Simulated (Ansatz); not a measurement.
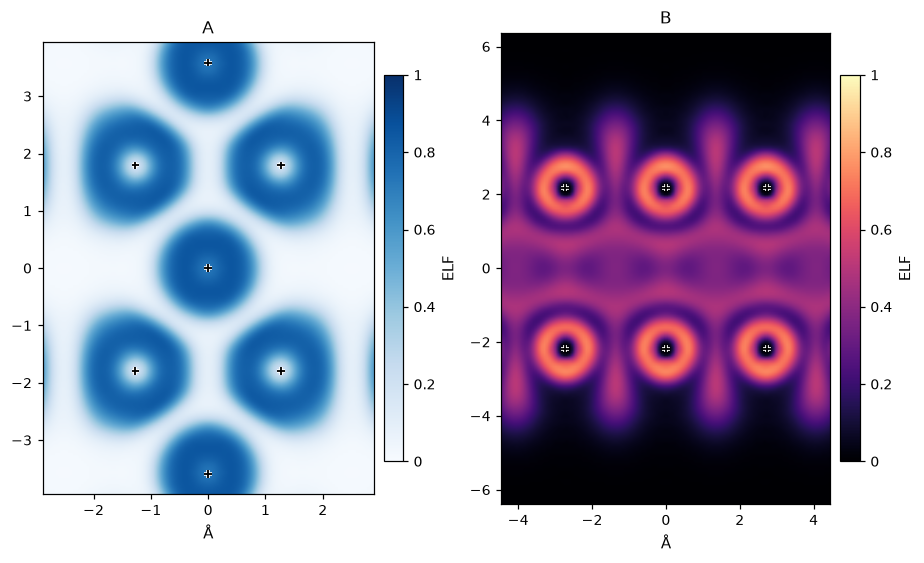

The ELF of 2 systems, each on a plane through atoms (crosses mark nuclei in the plane).

Computed with DFT PBE+D3(BJ), scalar-relativistic, plane waves, PAW (Ansatz).

System 1: W (slab), the (100) plane of the calculation cell, a cut from vacuum to vacuum. 

```
W
1.0
     8.20830    0.00000    0.00000
    -2.73610    7.73886    0.00000
     0.00000    0.00000   20.46803
W
27
Direct
  0.16667 0.16667 0.39085
  0.16667 0.50000 0.39085
  0.16667 0.83333 0.39085
  0.50000 0.16667 0.39085
  0.50000 0.50000 0.39085
  0.50000 0.83333 0.39085
  0.83333 0.16667 0.39085
  0.83333 0.50000 0.39085
  0.83333 0.83333 0.39085
  0.33333 0.33333 0.49735
  0.33333 0.66667 0.49735
  0.33333 0.00000 0.49735
  0.66667 0.33333 0.49735
  0.66667 0.66667 0.49735
  0.66667 0.00000 0.49735
  0.00000 0.33333 0.49735
  0.00000 0.66667 0.49735
  0.00000 0.00000 0.49735
  0.50000 0.50000 0.60384
  0.50000 0.83333 0.60384
  0.50000 0.16667 0.60384
  0.83333 0.50000 0.60384
  0.83333 0.83333 0.60384
  0.83333 0.16667 0.60384
  0.16667 0.50000 0.60384
  0.16667 0.83333 0.60384
  0.16667 0.16667 0.60384
```

System 2: HfO2, the (110) plane of the conventional cell. Space group Fm-3m.

> Match each panel to its system.

Panel A is system 2, HfO2: the plane holds Hf and O. Hf–O (2.20 Å): the ELF peaks at about 0.85 in the valence shell of O, 0.6 Å from its nucleus, and drops to about 0.15 between the two atoms: no shared electron pair shows on this line. Panel B is system 1, W: the plane holds W. W–W (2.74 Å): the ELF is about 0.40 at the midpoint.
